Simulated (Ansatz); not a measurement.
## Geometry relaxation of GaN (part 1 of 2)

GaN (P6₃mc, 4 atoms in the cell), computed with DFT PBE+D3(BJ), scalar-relativistic, plane waves, PAW, no spin polarisation (Ansatz 0.2.0).

The structure derives from an entry of the Crystallography Open Database. Figures and captions count atoms from 1; the log counts them from 0 in places.

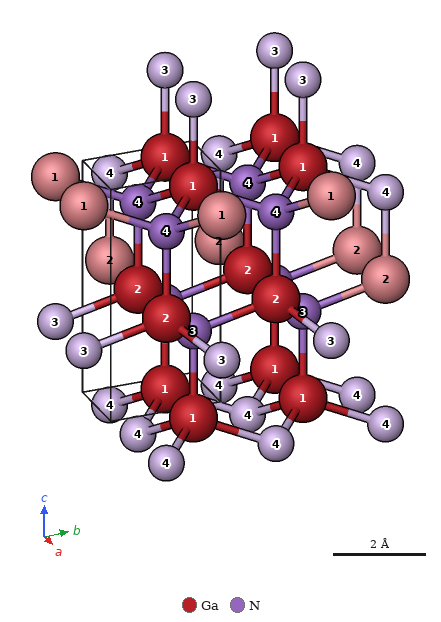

**Figure 1.** The starting structure (ball-and-stick view of the cell of the calculation, repeated 2 × 2 × 1, seen slightly off an axis; neighbours outside the cell are drawn fainter; atoms are numbered from 1 in the order of the input). Near neighbours in the crystal (not all of them lie inside the picture): Ga has 4 N at 1.94 to 1.95 Å; N has 4 Ga at 1.94 to 1.95 Å.

Results in brief:

| quantity | value |
| --- | --- |
| outcome | converged |
| space group (tolerance 0.01 Å) | P6₃mc (186) |
| electrons treated | 36 |
| free energy | −8336.8345 eV |
| Fermi energy | 10.485 eV |
| gap on the k-point mesh | 1.84 eV |
| pressure | 0.00 GPa |
| final volume | 46.09 Å³ |
| largest force (length of the vector) at the end | under 0.001 eV/Å |
| final cell | a = 3.197 Å, b = 3.197 Å, c = 5.209 Å, α = 90.00°, β = 90.00°, γ = 120.00° |
| hardware | 4 threads of Intel Xeon @ 2.50GHz (Skylake/Cascade Lake), 192 GiB of memory available, shared host |
| wall time | 19 s (CPU time 66 s) |
| peak memory | 0.51 GiB |

The input:
```yaml
crystal:
  lattice:
    - [3.1799996605, 0.0, 0.0]
    - [-1.5899998303, 2.75396049, 0.0]
    - [0.0, 0.0, 5.166]
  atoms:
    - { symbol: Ga, position: [0.3333333333, 0.6666666667, 0.0] }
    - { symbol: Ga, position: [0.6666666667, 0.3333333333, 0.5] }
    - { symbol: "N", position: [0.3333333333, 0.6666666667, 0.375] }
    - { symbol: "N", position: [0.6666666667, 0.3333333333, 0.875] }
basis:
  ecutwfc: 420
kpoints:
  mp_grid: { grid: [12, 12, 6] }
hamiltonian:
  xc: pbe
  dispersion: d3bj
scf:
  occupations: { method: gaussian, width: 0.02 }
output:
  forces: true
  stress: true
  eigenvalues: true
relax:
  adjacent_minimum: "off"
  f_tol: 0.005
  max_steps: 80
  cell: { stress_tol: 0.05 }
```

Run as:
```bash
ansatz run input.yaml --threads 4 --pin off --max-ram 10240MiB --backend cpu --events-out ev --progress --plain --runs-dir out
```

What the program printed:
```
Engine: ansatz 0.2.0, x86_64-unknown-linux-gnu
Pseudopotentials: kind: paw
Pseudopotential: Ga, paw, valence charge 13, recommended cutoff 420 eV (normal), Ga.paw.azcp
Pseudopotential: N, paw, valence charge 5, recommended cutoff 420 eV (normal), N.paw.azcp
Functional definition: PBE
  parameter kappa = 0.804
  parameter beta = 0.06672455060314922
  exchange = pbe_x(kappa = kappa, mu = beta*pi^2/3)
  correlation = pbe_c(beta = beta)
Crystal: 4 atoms, lattice volume = 45.242 Å³
Basis set: ecut = 420 eV, 881 PW (Γ), exchange–correlation on 48×48×72 points (8 copies of the dense FFT grid, shifted against one another)
Bands: 22, of which v1, the nominal top of the filled ones, is band 18 counted from 1 (17 counted from 0)
Symmetry: 12 space group operations
Space group: P63mc (ITA 186), of the structure as read, at distance tolerance 3.6e-5 Å
k-points: 76 of 864 (time reversal used)
Non-local potential: Ga, projectors of the file, l = 0: 2, l = 1: 2, l = 2: 3, l = 3: 1
Non-local potential: N, projectors of the file, l = 0: 2, l = 1: 2, l = 2: 1
PAW form: soft (Blöchl's): semilocal exchange-correlation on the pseudo side does not see the compensation charge
PAW one-centre angular grid: Ga, 590 points (default); XC on 64 Gauss nodes
PAW one-centre angular grid: N, 110 points (default); XC on 64 Gauss nodes
Initial density: superposition of atomic densities (neutral atoms: chi_scale 0, normalization atom), corrected by the library's trained network
Initial wavefunctions: pseudopotential atomic-orbital guess
Functional: x = pbe(κ = 0.804, μ = 0.2195149727645171), c = pbe(β = 0.06672455060314922)
SCF iter   1: F=—  HF=-8336.822820 eV  |F-HF|=—  |Δ(HF+E_count)|=         —  Δρ=8.50e-4  dr2=1.85e-4  ethr=1.77e-3  ⟨swp⟩=5.3  Hψ=6948  notcnv=0
preconditioner: auto → Resta (q_TF=auto, 2.626 Å⁻¹)  ε∞=5.0  [insulator: Δε(μ)=1.958 eV  Ē_g=16.646 eV  σ=0.020 eV  W_gap=1.00  n_scr=22 (ndim 8)  ℏωp=33.1 eV  f_vac=0.008  D(μ)=0.00/eV (n_scr^D=0)  ε∞_Penn≈5.0]
SCF iter   2: F=—  HF=-8336.823445 eV  |F-HF|=—  |Δ(HF+E_count)|=   6.25e-4  Δρ=4.03e-4  dr2=2.58e-5  ethr=5.13e-7  ⟨swp⟩=2.1  Hψ=3776  notcnv=0
SCF iter   3: F=—  HF=-8336.823555 eV  |F-HF|=—  |Δ(HF+E_count)|=   1.10e-4  Δρ=1.85e-4  dr2=6.58e-6  ethr=7.16e-8  ⟨swp⟩=2.0  Hψ=2924  notcnv=0
SCF iter   4: F=—  HF=-8336.823582 eV  |F-HF|=—  |Δ(HF+E_count)|=   2.67e-5  Δρ=5.61e-5  dr2=9.54e-7  ethr=1.83e-8  ⟨swp⟩=2.0  Hψ=3009  notcnv=0
iter 5 did not close the SCF: its close was put off for the readings that it lacked (scf_convergence_deferred on its scf_iter line)
SCF iter   5: F=-8336.823585 eV  HF=-8336.823585 eV  |F-HF|=2.25e-7  |Δ(HF+E_count)|=   2.69e-6  Δρ=1.82e-5  dr2=9.26e-8  ethr=2.65e-9  ⟨swp⟩=2.0  Hψ=3028  notcnv=0
SCF iter   6: F=-8336.823585 eV  HF=-8336.823585 eV  |F-HF|=3.35e-9  |Δ(HF+E_count)|=   2.43e-7  Δρ=4.81e-6  dr2=9.38e-9  ethr=2.57e-10  ⟨swp⟩=2.0  Hψ=6257  notcnv=0
SCF 1 converged in 6 iterations: F = -8336.823585 eV  dr2 = 9.38e-9
  greatest PAW one-centre occupation: 0.995 electrons in one spin orbital (limit 2), on the Ga atom at site 0 (counted from 0), in its partial waves of l = 2
relax step   1: F+E_penalty+E_count = -8336.82358491 eV  Δ(F+E_penalty+E_count) = +0.000e0 eV  max|allowed force component| = 1.362e-1 eV/Å  Δτ_max = 0.0000 Å  P = +3.515 GPa  Ω = 45.242 Å³  (6 SCF iters, dr2 threshold 1.00e-7 eV, accepted)
Crystal: 4 atoms, lattice volume = 45.733 Å³
Basis set: ecut = 420 eV, 917 PW (Γ), exchange–correlation on 48×48×72 points (8 copies of the dense FFT grid, shifted against one another)
Initial density: handed on by an earlier stage of this run
Initial wavefunctions: those handed on with the density
iter 1 solved again at ethr=6.55e-6 eV; its pass at ethr=3.10e-3 eV (dr2=2.36e-3 eV) is discarded
SCF iter   1: F=—  HF=-8336.831021 eV  |F-HF|=—  |Δ(HF+E_count)|=         —  Δρ=2.16e-3  dr2=2.37e-3  ethr=6.55e-6  ⟨swp⟩=2.5  Hψ=8368  notcnv=0
preconditioner: auto → Resta (q_TF=auto, 2.622 Å⁻¹)  ε∞=5.0  [insulator: Δε(μ)=1.872 eV  Ē_g=16.573 eV  σ=0.020 eV  W_gap=1.00  n_scr=22 (ndim 8)  ℏωp=32.9 eV  f_vac=0.012  D(μ)=0.00/eV (n_scr^D=0)  ε∞_Penn≈5.0]
SCF iter   2: F=—  HF=-8336.830391 eV  |F-HF|=—  |Δ(HF+E_count)|=   6.30e-4  Δρ=4.74e-4  dr2=1.06e-4  ethr=6.55e-6  ⟨swp⟩=2.0  Hψ=2421  notcnv=0
SCF iter   3: F=—  HF=-8336.830395 eV  |F-HF|=—  |Δ(HF+E_count)|=   3.88e-6  Δρ=2.77e-4  dr2=3.11e-5  ethr=2.94e-7  ⟨swp⟩=1.3  Hψ=1914  notcnv=0
SCF iter   4: F=—  HF=-8336.830405 eV  |F-HF|=—  |Δ(HF+E_count)|=   1.04e-5  Δρ=6.02e-5  dr2=1.56e-6  ethr=8.63e-8  ⟨swp⟩=3.0  Hψ=3264  notcnv=0
SCF iter   5: F=-8336.830405 eV  HF=-8336.830405 eV  |F-HF|=3.64e-7  |Δ(HF+E_count)|=   4.10e-7  Δρ=3.15e-5  dr2=3.04e-7  ethr=1.11e-9  ⟨swp⟩=5.1  Hψ=7437  notcnv=0
SCF 2 converged in 5 iterations: F = -8336.830405 eV  dr2 = 3.04e-7
  greatest PAW one-centre occupation: 0.995 electrons in one spin orbital (limit 2), on the Ga atom at site 1 (counted from 0), in its partial waves of l = 2
relax step   2: F+E_penalty+E_count = -8336.83040505 eV  Δ(F+E_penalty+E_count) = -6.820e-3 eV  max|allowed force component| = 9.661e-2 eV/Å  Δτ_max = 0.0003 Å  P = +1.384 GPa  Ω = 45.733 Å³  energy of the carried Pulay correction = -1.587e-3 eV  (5 SCF iters, dr2 threshold 4.00e-7 eV, accepted)
Crystal: 4 atoms, lattice volume = 46.074 Å³
iter 1 solved again at ethr=3.07e-6 eV; its pass at ethr=3.10e-3 eV (dr2=1.10e-3 eV) is discarded
SCF iter   1: F=—  HF=-8336.831663 eV  |F-HF|=—  |Δ(HF+E_count)|=         —  Δρ=1.50e-3  dr2=1.11e-3  ethr=3.07e-6  ⟨swp⟩=2.3  Hψ=8188  notcnv=0
preconditioner: auto → Resta (q_TF=auto, 2.618 Å⁻¹)  ε∞=4.9  [insulator: Δε(μ)=1.832 eV  Ē_g=16.522 eV  σ=0.020 eV  W_gap=1.00  n_scr=22 (ndim 8)  ℏωp=32.8 eV  f_vac=0.012  D(μ)=0.00/eV (n_scr^D=0)  ε∞_Penn≈4.9]
SCF iter   2: F=—  HF=-8336.831372 eV  |F-HF|=—  |Δ(HF+E_count)|=   2.90e-4  Δρ=3.86e-4  dr2=6.14e-5  ethr=3.07e-6  ⟨swp⟩=2.0  Hψ=2258  notcnv=0
SCF iter   3: F=—  HF=-8336.831376 eV  |F-HF|=—  |Δ(HF+E_count)|=   4.09e-6  Δρ=2.08e-4  dr2=1.71e-5  ethr=1.70e-7  ⟨swp⟩=1.9  Hψ=2617  notcnv=0
SCF iter   4: F=—  HF=-8336.831383 eV  |F-HF|=—  |Δ(HF+E_count)|=   6.40e-6  Δρ=4.38e-5  dr2=8.83e-7  ethr=4.75e-8  ⟨swp⟩=3.0  Hψ=3271  notcnv=0
SCF iter   5: F=-8336.831383 eV  HF=-8336.831383 eV  |F-HF|=1.45e-8  |Δ(HF+E_count)|=   8.94e-8  Δρ=2.47e-5  dr2=1.85e-7  ethr=1.11e-9  ⟨swp⟩=5.1  Hψ=7399  notcnv=0
SCF 3 converged in 5 iterations: F = -8336.831383 eV  dr2 = 1.85e-7
relax step   3: F+E_penalty+E_count = -8336.83138294 eV  Δ(F+E_penalty+E_count) = -9.779e-4 eV  max|allowed force component| = 4.196e-2 eV/Å  Δτ_max = 0.0022 Å  P = -0.020 GPa  Ω = 46.074 Å³  energy of the carried Pulay correction = -2.678e-3 eV  (5 SCF iters, dr2 threshold 4.00e-7 eV, accepted)
Crystal: 4 atoms, lattice volume = 46.066 Å³
iter 1 solved again at ethr=9.19e-8 eV; its pass at ethr=3.10e-3 eV (dr2=3.31e-5 eV) is discarded
SCF iter   1: F=—  HF=-8336.831567 eV  |F-HF|=—  |Δ(HF+E_count)|=         —  Δρ=3.96e-4  dr2=3.42e-5  ethr=9.19e-8  ⟨swp⟩=2.0  Hψ=7387  notcnv=0
preconditioner: auto → Resta (q_TF=auto, 2.618 Å⁻¹)  ε∞=4.9  [insulator: Δε(μ)=1.848 eV  Ē_g=16.525 eV  σ=0.020 eV  W_gap=1.00  n_scr=22 (ndim 8)  ℏωp=32.8 eV  f_vac=0.010  D(μ)=0.00/eV (n_scr^D=0)  ε∞_Penn≈4.9]
SCF iter   2: F=—  HF=-8336.831562 eV  |F-HF|=—  |Δ(HF+E_count)|=   4.83e-6  Δρ=2.00e-4  dr2=9.68e-6  ethr=9.19e-8  ⟨swp⟩=2.0  Hψ=2867  notcnv=0
SCF iter   3: F=—  HF=-8336.831561 eV  |F-HF|=—  |Δ(HF+E_count)|=   1.28e-6  Δρ=3.20e-5  dr2=3.50e-7  ethr=2.69e-8  ⟨swp⟩=2.0  Hψ=2935  notcnv=0
SCF iter   4: F=-8336.831561 eV  HF=-8336.831561 eV  |F-HF|=1.07e-7  |Δ(HF+E_count)|=   8.13e-9  Δρ=1.54e-5  dr2=8.22e-8  ethr=4.10e-10  ⟨swp⟩=5.0  Hψ=7277  notcnv=0
SCF 4 converged in 4 iterations: F = -8336.831561 eV  dr2 = 8.22e-8
relax step   4: F+E_penalty+E_count = -8336.83156098 eV  Δ(F+E_penalty+E_count) = -1.780e-4 eV  max|allowed force component| = 2.992e-3 eV/Å  Δτ_max = 0.0019 Å  P = +0.017 GPa  Ω = 46.066 Å³  energy of the carried Pulay correction = -2.651e-3 eV  (4 SCF iters, dr2 threshold 1.48e-7 eV, accepted)
Initial wavefunctions: pseudopotential atomic-orbital guess (no wavefunctions were taken with the density)
iter 1 solved again at ethr=3.78e-8 eV; its pass at ethr=3.10e-3 eV (dr2=1.36e-5 eV) is discarded
SCF iter   1: F=—  HF=-8336.832982 eV  |F-HF|=—  |Δ(HF+E_count)|=         —  Δρ=5.79e-4  dr2=4.31e-6  ethr=3.78e-8  ⟨swp⟩=3.1  Hψ=11679  notcnv=0
SCF iter   2: F=—  HF=-8336.834086 eV  |F-HF|=—  |Δ(HF+E_count)|=   1.10e-3  Δρ=2.94e-4  dr2=1.27e-6  ethr=1.20e-8  ⟨swp⟩=2.8  Hψ=3023  notcnv=0
SCF iter   3: F=—  HF=-8336.834432 eV  |F-HF|=—  |Δ(HF+E_count)|=   3.46e-4  Δρ=7.41e-5  dr2=8.65e-8  ethr=3.54e-9  ⟨swp⟩=2.9  Hψ=3149  notcnv=0
SCF iter   4: F=—  HF=-8336.834455 eV  |F-HF|=—  |Δ(HF+E_count)|=   2.29e-5  Δρ=5.43e-6  dr2=4.56e-9  ethr=2.40e-10  ⟨swp⟩=2.0  Hψ=3040  notcnv=0
SCF iter   5: F=—  HF=-8336.834455 eV  |F-HF|=—  |Δ(HF+E_count)|=   2.97e-8  Δρ=2.40e-6  dr2=6.93e-10  ethr=1.27e-11  ⟨swp⟩=2.0  Hψ=2975  notcnv=0
SCF iter   6: F=—  HF=-8336.834455 eV  |F-HF|=—  |Δ(HF+E_count)|=   1.57e-8  Δρ=5.51e-7  dr2=1.49e-10  ethr=1.92e-12  ⟨swp⟩=2.0  Hψ=3040  notcnv=0
SCF iter   7: F=-8336.834455 eV  HF=-8336.834455 eV  |F-HF|=1.09e-11  |Δ(HF+E_count)|=  1.56e-10  Δρ=1.06e-7  dr2=4.29e-12  ethr=1.00e-12  ⟨swp⟩=4.0  Hψ=5780  notcnv=0
SCF 5 converged in 7 iterations: F = -8336.834455 eV  dr2 = 4.29e-12
relax step   5: F+E_penalty+E_count = -8336.83445484 eV  Δ(F+E_penalty+E_count) = -2.894e-3 eV  max|allowed force component| = 2.694e-3 eV/Å  Δτ_max = 0.0000 Å  P = +0.103 GPa  Ω = 46.066 Å³  stress off target by 1.04e-1 GPa  SCF on the basis re-selected at this cell (its energy is not comparable with the rows above)  (7 SCF iters)
basis re-selected at this cell: Δ(F+E_penalty+E_count) = -2.894e-3 eV, ΔP = +0.085 GPa vs the last step (what re-selecting the basis moved, of the pressure what is left beyond the Pulay correction that the steps carried, after the strain that the cell walked since its last selection, with what the two solves' SCF thresholds leave and, on support functions, any second-order correction that the steps lacked; it is no measure of the basis error at this ecutwfc). This SCF's stress stands 1.04e-1 GPa from its target on what of the cell is left free (relax.cell.stress_tol is 5.00e-2 GPa) and its largest allowed force component is 2.69e-3 eV/Å (relax.f_tol is 5.00e-3 eV/Å): not within both, so this SCF does not close the relaxation
Crystal: 4 atoms, lattice volume = 46.091 Å³
iter 1 solved again at ethr=1.66e-8 eV; its pass at ethr=3.10e-3 eV (dr2=5.96e-6 eV) is discarded
```
